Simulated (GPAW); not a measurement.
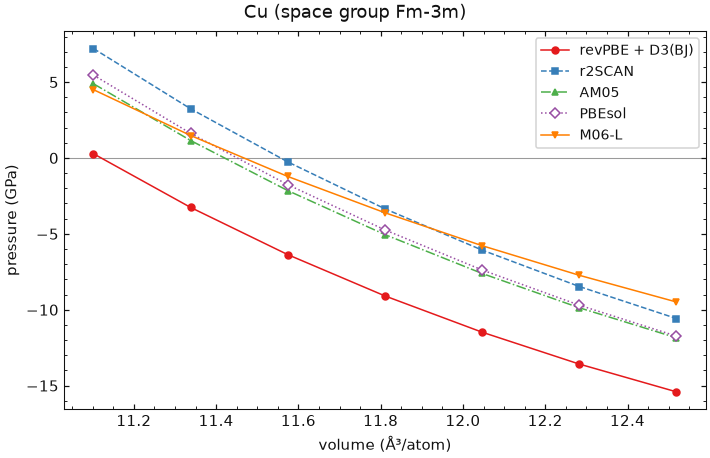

Plotted: pressure against volume, with one curve for each functional, for Cu (space group Fm-3m).

How it was computed, with GPAW 26.7.0: PAW DFT in plane waves, on a grid or in atomic orbitals, no spin polarisation; energies at scaled volumes of the given cell, shape and fractions fixed, counted from the fit's minimum, third-order Birch-Murnaghan fit. All runs: no spin polarisation.

- k mesh: 13×13×13
- occupations: Fermi–Dirac
- smearing width: 0.05 eV
- wave cutoff: 600 eV

Settings that differ: revPBE + D3(BJ): potentials GPAW-PAW-data-sets-(gpaw-data-1.2.1); r2SCAN: potentials GPAW-PAW-data-sets-(gpaw-data-1.2.1); AM05: potentials PAW-data-sets-made-by gpaw-setup-for-the-functional; PBEsol: potentials PAW-data-sets-made-by gpaw-setup-for-the-functional; M06-L: potentials GPAW-PAW-data-sets-(gpaw-data-1.2.1).

**For revPBE + D3(BJ): read off the course of the pressure.**

It falls from 0.28 GPa at volume 11.10 Å³/atom to −15.41 GPa at 12.52 Å³/atom, and changes sign near 11.12 Å³/atom.

**For r2SCAN: how does the pressure vary with volume?**

It falls from 7.21 GPa at volume 11.10 Å³/atom to −10.58 GPa at 12.52 Å³/atom, and changes sign near 11.56 Å³/atom.

**For AM05: what does the pressure do across the range?**

It falls from 4.89 GPa at volume 11.10 Å³/atom to −11.85 GPa at 12.52 Å³/atom, and changes sign near 11.42 Å³/atom.

**For PBEsol: how does the pressure vary with volume?**

It falls from 5.46 GPa at volume 11.10 Å³/atom to −11.74 GPa at 12.52 Å³/atom, and changes sign near 11.45 Å³/atom.

**For M06-L: read off the course of the pressure.**

It falls from 4.50 GPa at volume 11.10 Å³/atom to −9.49 GPa at 12.52 Å³/atom, and changes sign near 11.47 Å³/atom.

Limits of the calculation: the fit and the printed pressures don't fully agree, or the minimum lies near the end of the range (revPBE + D3(BJ), r2SCAN, M06-L).
